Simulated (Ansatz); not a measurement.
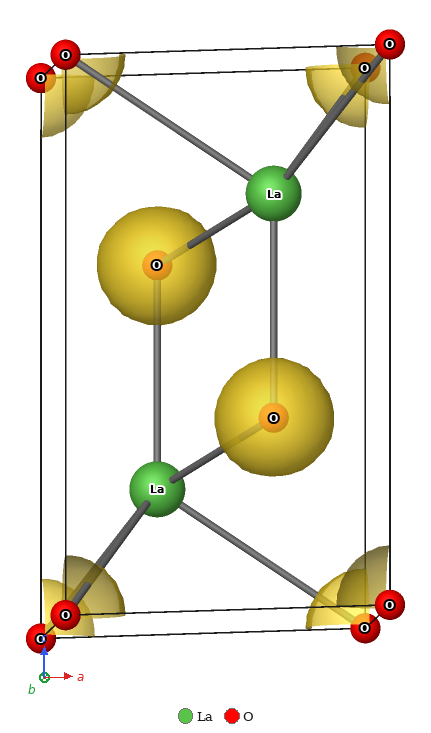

La$_{2}$O$_{3}$. Density of the Kohn–Sham states from −17.5 to −15.2 eV about the valence-band maximum (a separate group of bands (semicore or deep states)), scaled to one electron a cell: yellow surface at 0.06 1/Å³, in the conventional cell seen at an oblique angle.

Space group P-3m1. The cell comes from a database of computed structures, not from a measurement.

Level of theory: DFT PBE, scalar-relativistic, plane waves, PAW (Ansatz 0.2.0).

Core electrons are frozen (PAW), so the fields are smoothed inside the atomic spheres.

```
CELL_PARAMETERS angstrom
3.93078 0.00000 0.00000
-1.96539 3.40415 0.00000
0.00000 0.00000 6.11195
ATOMIC_POSITIONS crystal
La 0.66667 0.33333 0.75376
La 0.33333 0.66667 0.24624
O 0.66667 0.33333 0.35411
O 0.33333 0.66667 0.64589
O 0.00000 0.00000 0.00000
```

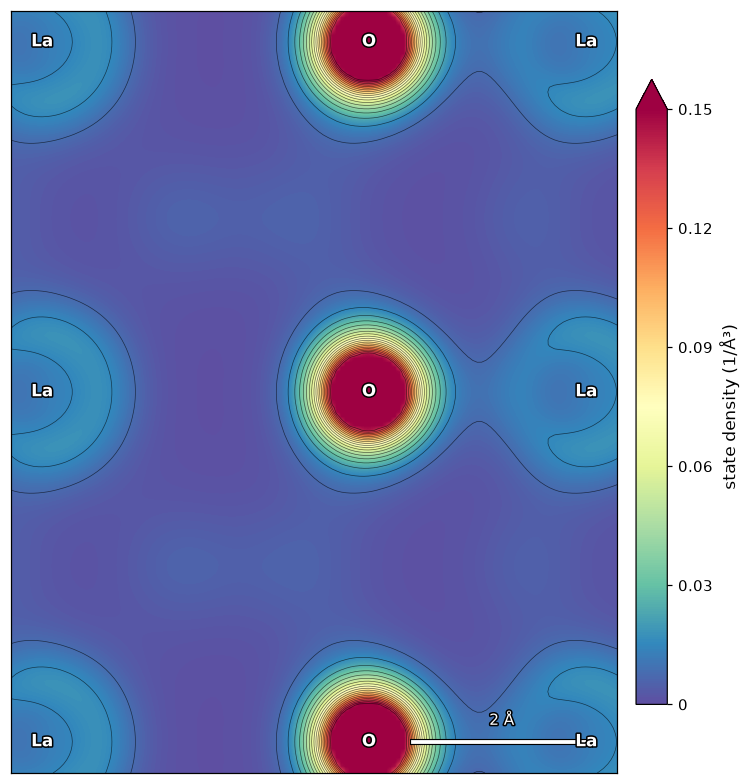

The same field as a map on the (11̄0) plane of the conventional cell.

> Which atoms and orbitals make up these states?

Löwdin projections on the PAW files' atomic orbitals give O 2s (65 %), La 5p (20 %) and La 5d (10 %).
- In space (atomic cells sized by Bader volumes) the density divides as O about 75 % and La about 25 %.
- The group holds 6 electrons when full, in the cell of the calculation (5 atoms).
